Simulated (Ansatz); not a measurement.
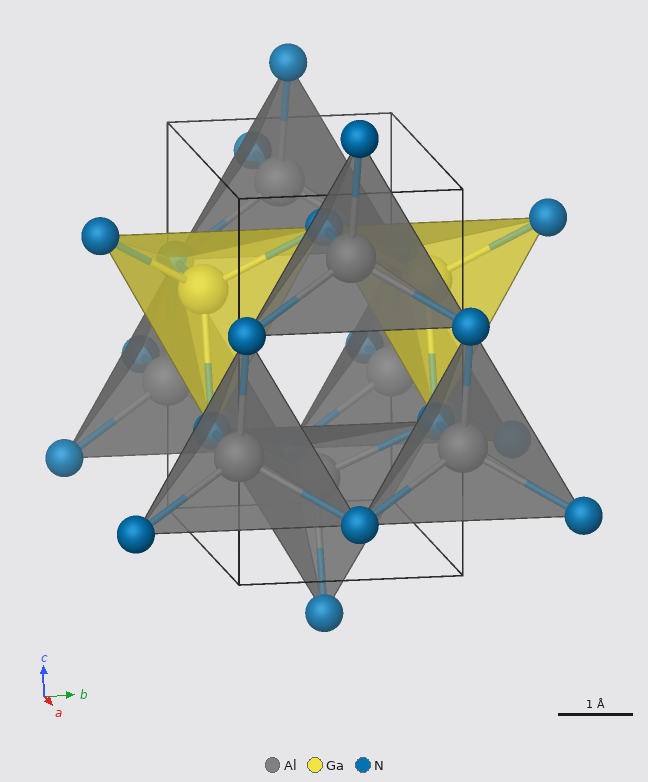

Fig. 1: The input geometry (polyhedral view of the cell of the calculation, seen slightly off an axis; polyhedra are completed across the faces of the cell). An atom can appear more than once, as a periodic image.

## Run report: Al$_{3}$GaN$_{4}$, geometry relaxation

The run: geometry relaxation of Al$_{3}$GaN$_{4}$ (8 atoms in the cell). Method and program: DFT PBEsol, scalar-relativistic, plane waves, PAW, no spin polarisation (Ansatz 0.2.0).

The structure derives from a Materials Project entry.

**Log**
```
Engine: ansatz 0.2.0, x86_64-unknown-linux-gnu
Pseudopotentials: kind: paw
Pseudopotential: Al, paw, valence charge 3, recommended cutoff 420 eV (normal), Al.paw.azcp
Pseudopotential: Ga, paw, valence charge 13, recommended cutoff 420 eV (normal), Ga.paw.azcp
Pseudopotential: N, paw, valence charge 5, recommended cutoff 420 eV (normal), N.paw.azcp
Functional definition: PBEsol
  exchange = pbesol_x
  correlation = pbesol_c
Crystal: 8 atoms, lattice volume = 85.199 Å³
Basis set: ecut = 420 eV, 1681 PW (Γ), exchange–correlation on 72×48×80 points (8 copies of the dense FFT grid, shifted against one another)
Bands: 29, of which v1, the nominal top of the filled ones, is band 21 counted from 1 (20 counted from 0)
Symmetry: 2 space group operations
Space group: Pm (ITA 6), of the structure as read, at distance tolerance 4.4e-5 Å
k-points: 70 of 192 (time reversal used)
Non-local potential: Al, projectors of the file, l = 0: 2, l = 1: 2, l = 2: 1
Non-local potential: Ga, projectors of the file, l = 0: 2, l = 1: 2, l = 2: 3, l = 3: 1
Non-local potential: N, projectors of the file, l = 0: 2, l = 1: 2, l = 2: 1
PAW form: soft (Blöchl's): semilocal exchange-correlation on the pseudo side does not see the compensation charge
PAW frozen core: Al, regenerated for the run's functional, and the local potential with it (the file was generated under x = pbe(κ = 0.804, μ = 0.2195149727645171), c = pbe(β = 0.06672455060314922))
PAW frozen core: Ga, regenerated for the run's functional, and the local potential with it (the file was generated under x = pbe(κ = 0.804, μ = 0.2195149727645171), c = pbe(β = 0.06672455060314922))
PAW frozen core: N, regenerated for the run's functional, and the local potential with it (the file was generated under x = pbe(κ = 0.804, μ = 0.2195149727645171), c = pbe(β = 0.06672455060314922))
PAW one-centre angular grid: Al, 110 points (default); XC on 64 Gauss nodes
PAW one-centre angular grid: Ga, 590 points (default); XC on 64 Gauss nodes
PAW one-centre angular grid: N, 110 points (default); XC on 64 Gauss nodes
Initial density: superposition of atomic densities (neutral atoms: chi_scale 0, normalization atom), corrected by the library's trained network
Initial wavefunctions: pseudopotential atomic-orbital guess
Functional: x = pbesol(κ = 0.804, μ = 0.12345679012345678), c = pbesol(β = 0.046)
SCF iter   1: F=—  HF=-6840.717632 eV  |F-HF|=—  |Δ(HF+E_count)|=         —  Δρ=1.11e-2  dr2=1.10e-1  ethr=1.77e-3  ⟨swp⟩=6.8  Hψ=9984  notcnv=0  defer=2
preconditioner: auto → Resta (q_TF=auto, 2.425 Å⁻¹)  ε∞=4.2  [insulator: Δε(μ)=3.415 eV  Ē_g=14.612 eV  σ=0.020 eV  W_gap=1.00  n_scr=20 (ndim 8)  ℏωp=26.1 eV  f_vac=0.000  D(μ)=0.00/eV (n_scr^D=0)  ε∞_Penn≈4.2]
SCF iter   2: F=—  HF=-6840.686097 eV  |F-HF|=—  |Δ(HF+E_count)|=   3.15e-2  Δρ=1.76e-3  dr2=2.82e-3  ethr=2.62e-4  ⟨swp⟩=2.4  Hψ=3811  notcnv=0  defer=225
SCF iter   3: F=—  HF=-6840.685654 eV  |F-HF|=—  |Δ(HF+E_count)|=   4.43e-4  Δρ=9.23e-4  dr2=7.64e-4  ethr=6.72e-6  ⟨swp⟩=1.8  Hψ=2459  notcnv=0  defer=225
SCF iter   4: F=—  HF=-6840.685519 eV  |F-HF|=—  |Δ(HF+E_count)|=   1.35e-4  Δρ=2.14e-4  dr2=3.72e-5  ethr=1.82e-6  ⟨swp⟩=2.8  Hψ=3261  notcnv=0  defer=225
SCF iter   5: F=—  HF=-6840.685343 eV  |F-HF|=—  |Δ(HF+E_count)|=   1.76e-4  Δρ=9.68e-5  dr2=7.19e-6  ethr=8.86e-8  ⟨swp⟩=2.0  Hψ=3266  notcnv=0  defer=225
SCF iter   6: F=—  HF=-6840.685343 eV  |F-HF|=—  |Δ(HF+E_count)|=   8.99e-8  Δρ=2.93e-5  dr2=8.99e-7  ethr=1.71e-8  ⟨swp⟩=2.1  Hψ=3121  notcnv=0  defer=225
SCF iter   7: F=-6840.685343 eV  HF=-6840.685343 eV  |F-HF|=2.87e-8  |Δ(HF+E_count)|=   1.61e-7  Δρ=8.62e-6  dr2=6.91e-8  ethr=2.38e-10  ⟨swp⟩=8.2  Hψ=9960  notcnv=0
SCF 1 converged in 7 iterations: F = -6840.685343 eV  dr2 = 6.91e-8
  greatest PAW one-centre occupation: 0.995 electrons in one spin orbital (limit 2), on the Ga atom at site 3 (counted from 0), in its partial waves of l = 2
relax step   1: F+E_penalty+E_count = -6840.68534254 eV  Δ(F+E_penalty+E_count) = +0.000e0 eV  max|allowed force component| = 1.370e-1 eV/Å  Δτ_max = 0.0000 Å  P = +0.800 GPa  Ω = 85.199 Å³  (7 SCF iters, dr2 threshold 1.00e-7 eV, accepted)
Crystal: 8 atoms, lattice volume = 85.368 Å³
Initial density: handed on by an earlier stage of this run
Initial wavefunctions: those handed on with the density
iter 1 solved again at ethr=7.97e-7 eV; its pass at ethr=3.10e-3 eV (dr2=3.35e-4 eV) is discarded
SCF iter   1: F=—  HF=-6840.686650 eV  |F-HF|=—  |Δ(HF+E_count)|=         —  Δρ=5.51e-4  dr2=3.49e-4  ethr=7.97e-7  ⟨swp⟩=1.9  Hψ=8639  notcnv=0
preconditioner: auto → Resta (q_TF=auto, 2.424 Å⁻¹)  ε∞=4.2  [insulator: Δε(μ)=3.488 eV  Ē_g=14.636 eV  σ=0.020 eV  W_gap=1.00  n_scr=20 (ndim 8)  ℏωp=26.0 eV  f_vac=0.000  D(μ)=0.00/eV (n_scr^D=0)  ε∞_Penn≈4.2]
SCF iter   2: F=—  HF=-6840.686403 eV  |F-HF|=—  |Δ(HF+E_count)|=   2.47e-4  Δρ=2.08e-4  dr2=4.42e-5  ethr=7.97e-7  ⟨swp⟩=2.2  Hψ=2804  notcnv=0
SCF iter   3: F=—  HF=-6840.686390 eV  |F-HF|=—  |Δ(HF+E_count)|=   1.36e-5  Δρ=6.33e-5  dr2=3.76e-6  ethr=1.05e-7  ⟨swp⟩=2.2  Hψ=2953  notcnv=0
SCF iter   4: F=-6840.686389 eV  HF=-6840.686389 eV  |F-HF|=1.41e-7  |Δ(HF+E_count)|=   5.97e-7  Δρ=1.98e-5  dr2=3.50e-7  ethr=1.90e-9  ⟨swp⟩=6.0  Hψ=9108  notcnv=0
SCF 2 converged in 4 iterations: F = -6840.686389 eV  dr2 = 3.50e-7
relax step   2: F+E_penalty+E_count = -6840.68638892 eV  Δ(F+E_penalty+E_count) = -1.046e-3 eV  max|allowed force component| = 6.715e-2 eV/Å  Δτ_max = 0.0038 Å  P = +0.388 GPa  Ω = 85.368 Å³  energy of the carried Pulay correction = -5.535e-4 eV  (4 SCF iters, dr2 threshold 8.00e-7 eV, accepted)
Crystal: 8 atoms, lattice volume = 85.530 Å³
iter 1 solved again at ethr=7.95e-7 eV; its pass at ethr=3.10e-3 eV (dr2=3.34e-4 eV) is discarded
SCF iter   1: F=—  HF=-6840.686643 eV  |F-HF|=—  |Δ(HF+E_count)|=         —  Δρ=5.49e-4  dr2=3.50e-4  ethr=7.95e-7  ⟨swp⟩=1.9  Hψ=8605  notcnv=0
preconditioner: auto → Resta (q_TF=auto, 2.423 Å⁻¹)  ε∞=4.2  [insulator: Δε(μ)=3.474 eV  Ē_g=14.623 eV  σ=0.020 eV  W_gap=1.00  n_scr=20 (ndim 8)  ℏωp=26.0 eV  f_vac=0.000  D(μ)=0.00/eV (n_scr^D=0)  ε∞_Penn≈4.2]
SCF iter   2: F=—  HF=-6840.686400 eV  |F-HF|=—  |Δ(HF+E_count)|=   2.43e-4  Δρ=2.14e-4  dr2=4.72e-5  ethr=7.95e-7  ⟨swp⟩=2.3  Hψ=2805  notcnv=0
SCF iter   3: F=—  HF=-6840.686386 eV  |F-HF|=—  |Δ(HF+E_count)|=   1.40e-5  Δρ=7.02e-5  dr2=4.59e-6  ethr=1.12e-7  ⟨swp⟩=2.1  Hψ=2837  notcnv=0
SCF iter   4: F=—  HF=-6840.686385 eV  |F-HF|=—  |Δ(HF+E_count)|=   6.74e-7  Δρ=2.23e-5  dr2=4.64e-7  ethr=1.09e-8  ⟨swp⟩=2.0  Hψ=3212  notcnv=0
SCF iter   5: F=-6840.686385 eV  HF=-6840.686385 eV  |F-HF|=3.69e-8  |Δ(HF+E_count)|=   1.31e-8  Δρ=1.12e-5  dr2=8.05e-8  ethr=9.58e-10  ⟨swp⟩=5.4  Hψ=7951  notcnv=0
SCF 3 converged in 5 iterations: F = -6840.686385 eV  dr2 = 8.05e-8
relax step   3: F+E_penalty+E_count = -6840.68638489 eV  Δ(F+E_penalty+E_count) = +4.028e-6 eV  max|allowed force component| = 4.223e-3 eV/Å  Δτ_max = 0.0032 Å  P = +0.001 GPa  Ω = 85.530 Å³  energy of the carried Pulay correction = -1.081e-3 eV  (5 SCF iters, dr2 threshold 4.02e-7 eV, accepted)
Initial wavefunctions: pseudopotential atomic-orbital guess (no wavefunctions were taken with the density)
iter 1 solved again at ethr=4.12e-8 eV; its pass at ethr=3.10e-3 eV (dr2=1.73e-5 eV) is discarded
SCF iter   1: F=—  HF=-6840.687783 eV  |F-HF|=—  |Δ(HF+E_count)|=         —  Δρ=7.61e-5  dr2=3.13e-7  ethr=4.12e-8  ⟨swp⟩=3.0  Hψ=15960  notcnv=0
preconditioner: auto → Resta (q_TF=auto, 2.423 Å⁻¹)  ε∞=4.2  [insulator: Δε(μ)=3.478 eV  Ē_g=14.623 eV  σ=0.020 eV  W_gap=1.00  n_scr=20 (ndim 8)  ℏωp=26.0 eV  f_vac=0.000  D(μ)=0.00/eV (n_scr^D=0)  ε∞_Penn≈4.2]
SCF iter   2: F=—  HF=-6840.687647 eV  |F-HF|=—  |Δ(HF+E_count)|=   1.36e-4  Δρ=3.78e-5  dr2=8.03e-8  ethr=7.46e-10  ⟨swp⟩=2.0  Hψ=3487  notcnv=0
SCF iter   3: F=—  HF=-6840.687649 eV  |F-HF|=—  |Δ(HF+E_count)|=   2.61e-6  Δρ=1.24e-5  dr2=1.32e-8  ethr=1.91e-10  ⟨swp⟩=2.0  Hψ=2882  notcnv=0
SCF iter   4: F=—  HF=-6840.687650 eV  |F-HF|=—  |Δ(HF+E_count)|=   2.87e-7  Δρ=1.40e-6  dr2=1.05e-9  ethr=3.14e-11  ⟨swp⟩=2.8  Hψ=3582  notcnv=0
SCF iter   5: F=—  HF=-6840.687650 eV  |F-HF|=—  |Δ(HF+E_count)|=   1.04e-9  Δρ=7.18e-7  dr2=2.60e-10  ethr=2.51e-12  ⟨swp⟩=2.0  Hψ=3450  notcnv=0
SCF iter   6: F=-6840.687650 eV  HF=-6840.687650 eV  |F-HF|=5.28e-11  |Δ(HF+E_count)|=  5.17e-10  Δρ=2.95e-7  dr2=5.44e-11  ethr=1.00e-12  ⟨swp⟩=4.0  Hψ=6636  notcnv=0
SCF 4 converged in 6 iterations: F = -6840.687650 eV  dr2 = 5.44e-11
relax step   4: F+E_penalty+E_count = -6840.68764953 eV  Δ(F+E_penalty+E_count) = -1.265e-3 eV  max|allowed force component| = 4.292e-3 eV/Å  Δτ_max = 0.0000 Å  P = +0.024 GPa  Ω = 85.530 Å³  stress off target by 3.29e-2 GPa  SCF on the basis re-selected at this cell (its energy is not comparable with the rows above)  (6 SCF iters)
```

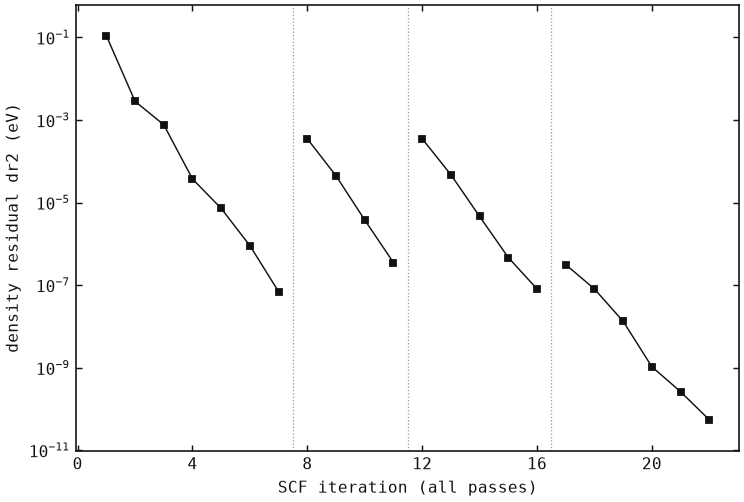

Fig. 2: Convergence of the self-consistent field: density residual dr2 against the SCF iteration. The dotted lines part the SCF passes of the relaxation: geometry steps, rejected trials and re-solves on a re-selected basis. The passes take 7, 4, 5 and 6 iterations.

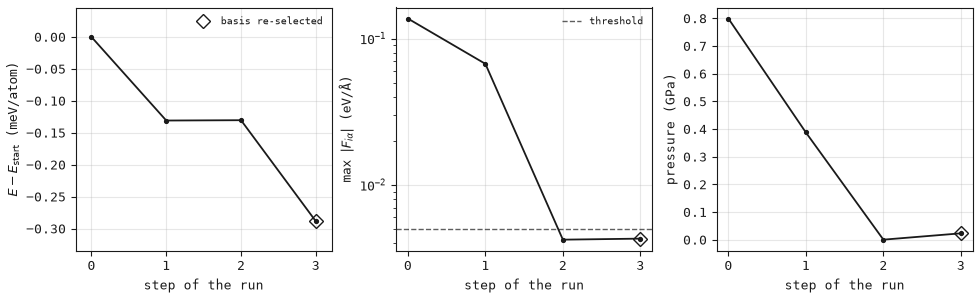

Fig. 3: Progress of the relaxation, step by step (the first geometry is step 0 here and step 1 in the log). The atom that moves furthest relative to the cell is N7 (0.007 Å). Largest moves by element: N 0.007 Å, Ga 0.001 Å, Al 0.001 Å. Cell: a 5.038 → 5.043 Å (+0.1 %), b 3.125 → 3.130 Å (+0.1 %), c 5.411 → 5.418 Å (+0.1 %). Volume +0.4 %. Among the contacts that change: Al1–N7 1.875 → 1.881 Å, Ga4–N5 1.963 → 1.958 Å, Al1–N8 1.886 → 1.891 Å. The space group stays Pm (No. 6). The energy falls by 0.1 meV per atom in 2 geometry steps. Largest force component: 0.14 eV/Å at the start, 0.0043 eV/Å at the end. The pressure goes from 0.80 to 0.02 GPa. A last SCF at the same geometry on a re-selected plane-wave basis shifts the energy by −0.2 meV per atom. (Atoms are counted from 1 in the order of the input.)

```
basis re-selected at this cell: Δ(F+E_penalty+E_count) = -1.265e-3 eV, ΔP = +0.023 GPa vs the last step (what re-selecting the basis moved, of the pressure what is left beyond the Pulay correction that the steps carried, after the strain that the cell walked since its last selection, with what the two solves' SCF thresholds leave and, on support functions, any second-order correction that the steps lacked; it is no measure of the basis error at this ecutwfc). This SCF's stress stands 3.29e-2 GPa from its target on what of the cell is left free (relax.cell.stress_tol is 5.00e-2 GPa) and its largest allowed force component is 4.29e-3 eV/Å (relax.f_tol is 5.00e-3 eV/Å): within both
SCF converged after 6 iterations
Free energy (F): -6840.687650 eV
Harris-Foulkes:  -6840.687650 eV  (|F-HF|=5.28e-11)
Internal energy: -6840.687650 eV  (E = F + TS)
E sigma→0 (E₀):  -6840.687650 eV
Fermi energy:    9.410444 eV
--- Per-component energies (eV) ---
  E_band       = 22.519796
  E_kinetic    = 722.862310
  E_local      = -3167.675912  (includes V_loc(G=0)·N_el)
  E_nonlocal   = 642.552157
  E_hartree    = 1394.113353
  E_xc         = -429.732004
  E_vxc        = -456.234793  (∫ρ·V_xc dr)
  E_paw        = -3809.315662  (= ΣΔE_a)
  E_vpaw       = -507.211026  (= ΣTr[D̂ρ^β])
  E_aug_tail   = 0.000298  (compensation charges beyond the density's cutoff)
  E_ewald      = -2194.524981
  E_core_change = 1.032790  (= ΣΔE_core)
  E_smearing   = -0.000000  (= −TS)
  E_closure    = -0.000000  (closes the sum)
  Σ components = -6840.687650   (vs F -6840.687650, Δ=0.00e0)
--- Forces (eV/Å), atoms counted from 1 ---
  atom   1  Al     0.00428969     0.00000000     0.00212251
  atom   2  Al     0.00099685     0.00000000     0.00306180
  atom   3  Al     0.00013505     0.00000000    -0.00116371
  atom   4  Ga    -0.00143407     0.00000000    -0.00047998
  atom   5  N      0.00075838     0.00000000    -0.00123040
  atom   6  N     -0.00239008     0.00000000    -0.00134457
  atom   7  N     -0.00167399    -0.00000000    -0.00031698
  atom   8  N     -0.00069799    -0.00000000    -0.00064901
  max |Σ_I F_I| component: 1.61e-5 eV/Å
--- Stress (GPa, compression-positive) ---
        0.025485       0.000000      -0.006354
        0.000000       0.032939       0.000000
       -0.006374       0.000000       0.012092
  P = ⅓ Tr σ = 0.0235 GPa (0.235 kbar)
--- Band table (eV; the first three rows and the last of 70) ---
  k-point 0: bands = ["-7.6579", "-6.3156", "-6.2659", "-5.3178", "-5.2141", "-5.1253", "-5.0423", "-4.3699", "-4.0361", "1.3338", "1.9941", "3.2834", "4.1196", "5.4435", "5.7716", "6.7526", "6.7867", "6.9305", "7.5834", "7.6606", "7.6712", "11.1496", "13.0989", "13.5350", "13.6388", "15.2444", "17.5209", "17.8888", "18.1465"]
  k-point 1: bands = ["-7.4753", "-6.4974", "-6.2019", "-5.5130", "-5.2144", "-5.1274", "-5.0424", "-4.4322", "-3.9970", "1.5881", "2.5328", "3.3411", "3.8611", "5.6005", "5.8859", "6.4098", "6.5257", "6.6977", "7.0010", "7.5703", "7.5865", "12.0242", "13.4337", "13.9110", "14.3086", "15.2258", "17.0371", "17.3735", "17.7858"]
  k-point 2: bands = ["-7.0775", "-6.8967", "-6.1674", "-5.6658", "-5.2147", "-5.1318", "-5.0425", "-4.4125", "-4.0459", "2.1426", "2.4529", "3.8911", "4.2277", "4.9604", "5.3801", "5.9527", "6.1003", "7.1023", "7.1239", "7.2688", "7.4645", "13.1497", "13.4256", "14.6067", "15.0123", "15.4337", "15.7702", "16.7938", "17.5634"]
  k-point 69: bands = ["-6.4612", "-5.9988", "-5.8130", "-5.2223", "-5.1208", "-5.0778", "-4.5608", "-4.3946", "-3.8588", "1.2132", "1.9459", "2.0020", "2.1549", "6.0426", "6.0479", "6.0698", "6.0767", "6.1515", "6.2390", "6.2599", "6.4821", "12.3332", "12.7452", "12.7923", "12.8213", "15.4335", "16.5742", "16.6165", "17.1136"]
--- Relaxed structure (3 steps of the walk, 3 accepted, 1 SCFs on fresh bases) ---
  F+E_penalty+E_count = -6840.68764953 eV   max|allowed force component| = 4.292e-3 eV/Å   (the final SCF, on the basis selected at the relaxed cell)
  cell:  # Å, volume = 85.5297 Å³
    - [5.043407971306959, 2.5533070561374943e-20, 0.00011499072706584711]
    - [1.584098396187025e-20, 3.130073897390537, 8.746621030834937e-19]
    - [-0.0032362568835182224, 1.5143139381497242e-18, 5.4179919473875735]
  atoms:
    - { symbol: Al, position: [0.5002300423453774, 0.5, 0.1673295663882644] }
    - { symbol: Al, position: [0.0009207036344795213, 0.5, 0.8348055931594068] }
    - { symbol: Al, position: [0.0010880649787313509, 4.222389795032521e-20, 0.33169263420476314] }
    - { symbol: Ga, position: [0.4994217137756324, 1.4286141316831056e-20, 0.6662009015849515] }
    - { symbol: N, position: [0.11117247372640064, 1.295935796347971e-20, 0.6663292503120568] }
    - { symbol: N, position: [0.12245432378593347, 0.5, 0.16715786472339342] }
    - { symbol: N, position: [0.6251234798879611, 0.5, 0.8401923551278772] }
    - { symbol: N, position: [0.6231881978654845, 3.959639232703477e-19, 0.32629283449928687] }
```

**Trajectory as extended XYZ (Å, eV, eV/Å), 4 frames, from step=1 to step=4**
```
8
Lattice="5.0377 0.0000 0.0000 0.0000 3.1254 0.0000 -0.0034 0.0000 5.4112" Properties=species:S:1:pos:R:3:forces:R:3 step=1 energy=-6840.68534 pressure_GPa=0.80
Al    2.5188    1.5627    0.9052   -0.0107   0.0000   0.0195
Al    0.0010    1.5627    4.5181    0.0362   0.0000   0.0130
Al    0.0034    0.0000    1.7943    0.0255   0.0000  -0.0140
Ga    2.5152    0.0000    3.6047   -0.0220   0.0000  -0.0029
N     0.5526    0.0000    3.6054    0.1113   0.0000  -0.0042
N     0.6170    1.5627    0.9046   -0.0004   0.0000   0.0028
N     3.1503    1.5627    4.5523   -0.0978   0.0000  -0.1370
N     3.1400    0.0000    1.7601   -0.0419   0.0000   0.1228
8
Lattice="5.0403 0.0000 -0.0003 0.0000 3.1282 0.0000 -0.0037 0.0000 5.4143" Properties=species:S:1:pos:R:3:forces:R:3 step=2 energy=-6840.68639 pressure_GPa=0.39
Al    2.5208    1.5641    0.9057   -0.0069   0.0000   0.0142
Al    0.0006    1.5641    4.5203    0.0281   0.0000   0.0071
Al    0.0039    0.0000    1.7954    0.0161   0.0000  -0.0058
Ga    2.5155    0.0000    3.6069   -0.0174   0.0000  -0.0041
N     0.5550    0.0000    3.6077    0.0573   0.0000  -0.0017
N     0.6175    1.5641    0.9050   -0.0114   0.0000   0.0005
N     3.1493    1.5641    4.5517   -0.0450   0.0000  -0.0672
N     3.1408    0.0000    1.7639   -0.0207   0.0000   0.0568
8
Lattice="5.0434 0.0000 0.0001 0.0000 3.1301 0.0000 -0.0032 0.0000 5.4180" Properties=species:S:1:pos:R:3:forces:R:3 step=3 energy=-6840.68638 pressure_GPa=0.00
Al    2.5223    1.5650    0.9066    0.0042   0.0000   0.0022
Al    0.0019    1.5650    4.5230    0.0010   0.0000   0.0030
Al    0.0044    0.0000    1.7971    0.0001   0.0000  -0.0012
Ga    2.5166    0.0000    3.6095   -0.0014   0.0000  -0.0004
N     0.5585    0.0000    3.6102    0.0007   0.0000  -0.0012
N     0.6170    1.5650    0.9057   -0.0024   0.0000  -0.0013
N     3.1500    1.5650    4.5522   -0.0016   0.0000  -0.0003
N     3.1419    0.0000    1.7679   -0.0006   0.0000  -0.0007
8
Lattice="5.0434 0.0000 0.0001 0.0000 3.1301 0.0000 -0.0032 0.0000 5.4180" Properties=species:S:1:pos:R:3:forces:R:3 step=4 energy=-6840.68765 pressure_GPa=0.02
Al    2.5223    1.5650    0.9066    0.0043   0.0000   0.0021
Al    0.0019    1.5650    4.5230    0.0010   0.0000   0.0031
Al    0.0044    0.0000    1.7971    0.0001   0.0000  -0.0012
Ga    2.5166    0.0000    3.6095   -0.0014   0.0000  -0.0005
N     0.5585    0.0000    3.6102    0.0008   0.0000  -0.0012
N     0.6170    1.5650    0.9057   -0.0024   0.0000  -0.0013
N     3.1500    1.5650    4.5522   -0.0017   0.0000  -0.0003
N     3.1419    0.0000    1.7679   -0.0007   0.0000  -0.0006
```

The run was set up as follows.

**The input**
```yaml
crystal:
  lattice:
    - [5.0376935905, 0.0, 0.0]
    - [0.0, 3.12543778, 0.0]
    - [-0.0033559659, 0.0, 5.4111720837]
  atoms:
    - { symbol: Al, position: [0.50009873, 0.5, 0.16728039] }
    - { symbol: Al, position: [0.00076357, 0.5, 0.83496431] }
    - { symbol: Al, position: [0.00088655, 0.0, 0.3315828] }
    - { symbol: Ga, position: [0.49971489, 0.0, 0.66616374] }
    - { symbol: "N", position: [0.11013543, 0.0, 0.66629554] }
    - { symbol: "N", position: [0.12258652, 0.5, 0.16717386] }
    - { symbol: "N", position: [0.62590355, 0.5, 0.84127752] }
    - { symbol: "N", position: [0.62350976, 0.0, 0.32526284] }
basis:
  ecutwfc: 420
kpoints:
  mp_grid: { grid: [6, 8, 4] }
hamiltonian:
  xc: pbesol
scf:
  occupations: { method: gaussian, width: 0.02 }
output:
  forces: true
  stress: true
  eigenvalues: true
relax:
  adjacent_minimum: "off"
  f_tol: 0.005
  max_steps: 80
  cell: { stress_tol: 0.05 }
```

Command:
```bash
ansatz run input.yaml --threads 2 --pin off --max-ram 5120MiB --backend cpu --events-out ev --progress --plain --runs-dir out
```

**Key numbers**

- outcome: converged
- space group (tolerance 0.01 Å): Pm (6)
- electrons treated: 42
- free energy: −6840.6876 eV
- Fermi energy: 9.410 eV
- gap on the k-point mesh: 3.48 eV
- pressure: 0.02 GPa
- final volume: 85.53 Å³
- largest force (length of the vector) at the end: 0.005 eV/Å
- final cell: a = 5.043 Å, b = 3.130 Å, c = 5.418 Å, α = 90.00°, β = 90.03°, γ = 90.00°
- hardware: 2 threads of AMD EPYC (Zen 5), 32 GiB of memory available, shared host
- wall time: 9.8 s (CPU time 19 s)
- peak memory: 0.51 GiB
